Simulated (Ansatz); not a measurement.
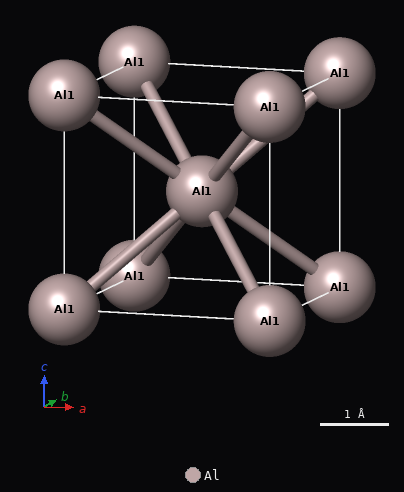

Figure 1. The structure as given in the input (ball-and-stick view of the cell 2 times as large as that of the calculation, set on its symmetry axes, seen slightly off an axis; atoms are numbered from 1 in the order of the input). Near neighbours in the crystal (not all of them lie inside the picture): Al has 8 Al at 2.79 Å.

## Two runs on Al

System: Al (Im-3m, 1 atom in the cell).
Method of run 1: Kohn-Sham DFT of a periodic cell, LDA, Ansatz PAW, no spin polarisation (Ansatz 0.2.0).

The structure derives from a Materials Project entry. Text and figures count atoms from 1; the logs count them from 0 in places.

The input, run 1:
```yaml
crystal:
  lattice:
    - [-1.6121581793, 1.6121581793, 1.6121581793]
    - [1.6121581793, -1.6121581793, 1.6121581793]
    - [1.6121581793, 1.6121581793, -1.6121581793]
  atoms:
    - { symbol: Al, position: [0.0, 0.0, 0.0] }
hamiltonian:
  xc: lda
  pseudopotentials: { kind: paw }
kpoints:
  mp_grid: { grid: [12, 12, 12] }
scf:
  occupations: { method: fermi_dirac, width: 0.05 }
output:
  forces: true
  stress: true
  eigenvalues: true
```

Launched with:
```bash
ansatz run input.yaml --threads 2 --pin off --max-ram 5632MiB --backend cpu --events-out ev --progress --plain --runs-dir out
```

Hardware: 2 threads of AMD EPYC (Zen 3), 192 GiB of memory available, shared host.

Output, shortened to warnings, some set-up lines, iterations and results (run 1):
```
Basis set: ecut = 420 eV, 321 PW (Γ)
Symmetry: 48 space group operations
k-points: 72 of 1728
Initial density: superposition of atomic densities (neutral atoms: chi_scale 0, normalization atom), corrected by the library's trained network
[...]
SCF iter   1: F=—  HF=-512.771024 eV  |F-HF|=—  |Δ(HF+E_count)|=         —  Δρ=2.86e-3  dr2=1.34e-3  ethr=1.77e-3  ⟨swp⟩=4.8  Hψ=3960  notcnv=0
SCF iter   2: F=—  HF=-512.770582 eV  |F-HF|=—  |Δ(HF+E_count)|=   4.42e-4  Δρ=1.28e-3  dr2=2.60e-4  ethr=4.46e-5  ⟨swp⟩=1.0  Hψ=1009  notcnv=0
SCF iter   3: F=—  HF=-512.770481 eV  |F-HF|=—  |Δ(HF+E_count)|=   1.01e-4  Δρ=3.25e-5  dr2=6.71e-8  ethr=8.68e-6  ⟨swp⟩=1.9  Hψ=516  notcnv=0  defer=1
SCF iter   4: F=—  HF=-512.770481 eV  |F-HF|=—  |Δ(HF+E_count)|=   2.22e-7  Δρ=3.83e-6  dr2=5.88e-10  ethr=2.24e-9  ⟨swp⟩=1.2  Hψ=439  notcnv=0  defer=1
SCF iter   5: F=-512.770481 eV  HF=-512.770481 eV  |F-HF|=4.55e-13  |Δ(HF+E_count)|=  8.35e-10  Δρ=9.23e-8  dr2=5.60e-13  ethr=1.96e-11  ⟨swp⟩=2.1  Hψ=526  notcnv=0  defer=1
SCF iter   6: F=-512.770481 eV  HF=-512.770481 eV  |F-HF|=3.41e-13  |Δ(HF+E_count)|=  4.55e-13  Δρ=1.11e-8  dr2=1.07e-14  ethr=1.00e-12  ⟨swp⟩=2.1  Hψ=1406  notcnv=0
SCF 1 converged in 6 iterations: F = -512.770481 eV  dr2 = 1.07e-14
SCF converged after 6 iterations
Free energy (F): -512.770481 eV
Harris-Foulkes:  -512.770481 eV  (|F-HF|=3.41e-13)
Internal energy: -512.766502 eV  (E = F + TS)
E sigma→0 (E₀):  -512.768492 eV
Entropy (-TS):   -0.003978 eV (-3.978 meV/atom)
Fermi energy:    7.537940 eV
--- Per-component energies (eV) ---
  E_band       = 9.715066
  E_kinetic    = 22.546442
  E_local      = 9.021458  (includes V_loc(G=0)·N_el)
  E_nonlocal   = 11.132643
  E_hartree    = 0.060880
  E_xc         = -39.225826
  E_vxc        = -29.142466  (∫ρ·V_xc dr)
  E_paw        = -443.220907  (= ΣΔE_a)
  E_vpaw       = -3.964768  (= ΣTr[D̂ρ^β])
  E_aug_tail   = -0.000004  (compensation charges beyond the density's cutoff)
  E_ewald      = -73.136906
  E_core_change = 0.055717  (= ΣΔE_core)
  E_smearing   = -0.003978  (= −TS)
  E_closure    = 0.000000  (closes the sum)
  Σ components = -512.770481   (vs F -512.770481, Δ=0.00e0)
--- Forces (eV/Å), atoms counted from 1 ---
  atom   1  Al     0.00000000     0.00000000     0.00000000
  max |Σ_I F_I| component: 1.85e-32 eV/Å
--- Stress (GPa, compression-positive) ---
       -2.286475      -0.000000       0.000000
       -0.000000      -2.286475       0.000000
        0.000000       0.000000      -2.286475
  P = ⅓ Tr σ = -2.2865 GPa (-22.865 kbar)
```

The input of run 2 differs as follows (lines with − go, lines with + come):
```diff
-  xc: lda
+  xc: r2scan
+  write_density: true
+  write_potential: true
+  elf: true
+  volumetric_format: npy
```

How does run 2 compare with run 1?

The total energies belong to different methods, so their difference says nothing on which is more stable or more accurate. The pressure goes from −2.29 to −2.57 GPa. The functional changes from LDA to r2SCAN. The number of SCF iterations is the same. The default cutoff goes from 420 to 500 eV with the change. The plane waves at Γ go from 321 to 429.

Output, shortened to warnings, some set-up lines, iterations and results (run 2):
```
Basis set: ecut = 500 eV, 429 PW (Γ), exchange–correlation on 96×96×96 points (64 copies of the dense FFT grid, shifted against one another)
Symmetry: 48 space group operations
k-points: 72 of 1728
Initial density: superposition of atomic densities (neutral atoms: chi_scale 0, normalization atom), corrected by the library's trained network
[...]
SCF iter   1: F=—  HF=-540.282046 eV  |F-HF|=—  |Δ(HF+E_count)|=         —  Δρ=4.18e-3  dr2=3.36e-3  dr2_τ=3.70e-3  ethr=1.77e-3  ⟨swp⟩=4.6  Hψ=3868  notcnv=0
SCF iter   2: F=—  HF=-540.288846 eV  |F-HF|=—  |Δ(HF+E_count)|=   6.80e-3  Δρ=2.81e-3  dr2=1.50e-3  dr2_τ=2.83e-6  ethr=1.12e-4  ⟨swp⟩=3.0  Hψ=1404  notcnv=0  defer=31
SCF iter   3: F=—  HF=-540.288622 eV  |F-HF|=—  |Δ(HF+E_count)|=   2.23e-4  Δρ=1.37e-3  dr2=3.42e-4  dr2_τ=4.21e-7  ethr=4.99e-5  ⟨swp⟩=1.4  Hψ=447  notcnv=0  defer=31
SCF iter   4: F=—  HF=-540.288580 eV  |F-HF|=—  |Δ(HF+E_count)|=   4.20e-5  Δρ=4.72e-4  dr2=3.95e-5  dr2_τ=2.80e-8  ethr=1.14e-5  ⟨swp⟩=1.0  Hψ=418  notcnv=0  defer=31
SCF iter   5: F=—  HF=-540.288576 eV  |F-HF|=—  |Δ(HF+E_count)|=   3.95e-6  Δρ=9.49e-5  dr2=1.57e-6  dr2_τ=9.46e-10  ethr=1.32e-6  ⟨swp⟩=1.0  Hψ=418  notcnv=0  defer=31
SCF iter   6: F=-540.288576 eV  HF=-540.288576 eV  |F-HF|=1.22e-9  |Δ(HF+E_count)|=   9.93e-8  Δρ=1.01e-5  dr2=1.73e-8  dr2_τ=1.20e-11  ethr=3.33e-9  ⟨swp⟩=6.3  Hψ=1884  …
SCF 1 converged in 6 iterations: F = -540.288576 eV  dr2 = 1.73e-8
SCF converged after 6 iterations
Free energy (F): -540.288576 eV
Harris-Foulkes:  -540.288576 eV  (|F-HF|=1.22e-9)
Internal energy: -540.284380 eV  (E = F + TS)
E sigma→0 (E₀):  -540.286478 eV
Entropy (-TS):   -0.004197 eV (-4.197 meV/atom)
Fermi energy:    7.811989 eV
--- Per-component energies (eV) ---
  E_band       = 9.505648
  E_kinetic    = 22.654059
  E_local      = 10.089394  (includes V_loc(G=0)·N_el)
  E_nonlocal   = 9.661805
  E_hartree    = 0.073077
  E_xc         = -36.537210
  E_vxc        = -30.946603  (∫ρ·V_xc dr)
  E_paw        = -473.028490  (= ΣΔE_a)
  E_vpaw       = -3.339946  (= ΣTr[D̂ρ^β])
  E_aug_tail   = -0.000001  (compensation charges beyond the density's cutoff)
  E_vtau       = 1.240778  (kinetic-family band-sum trace: ∫τ·v_τ [+ j·A + Jᵃ·Aᵃ] dr)
  E_ewald      = -73.136906
  E_core_change = -0.060108  (= ΣΔE_core)
  E_smearing   = -0.004197  (= −TS)
  E_closure    = 0.000000  (closes the sum)
  Σ components = -540.288576   (vs F -540.288576, Δ=0.00e0)
--- Forces (eV/Å), atoms counted from 1 ---
  atom   1  Al    -0.00000000    -0.00000000    -0.00000000
  max |Σ_I F_I| component: 4.49e-34 eV/Å
--- Stress (GPa, compression-positive) ---
       -2.568858       0.000000      -0.000000
        0.000000      -2.568858       0.000000
        0.000000      -0.000000      -2.568858
  P = ⅓ Tr σ = -2.5689 GPa (-25.689 kbar)
```

The two runs side by side:

```csv
quantity,run 1,run 2
outcome,converged,converged
free energy per atom (eV),−512.7705,−540.2886
"energy per atom, smearing taken to zero (eV)",−512.7685,−540.2865
gap on the mesh (eV),0.00,0.00
pressure (GPa),−2.29,−2.57
largest force (eV/Å),0.000,0.000
SCF iterations,6,6
irreducible k-points,72,72
plane waves at Γ,321,429
```
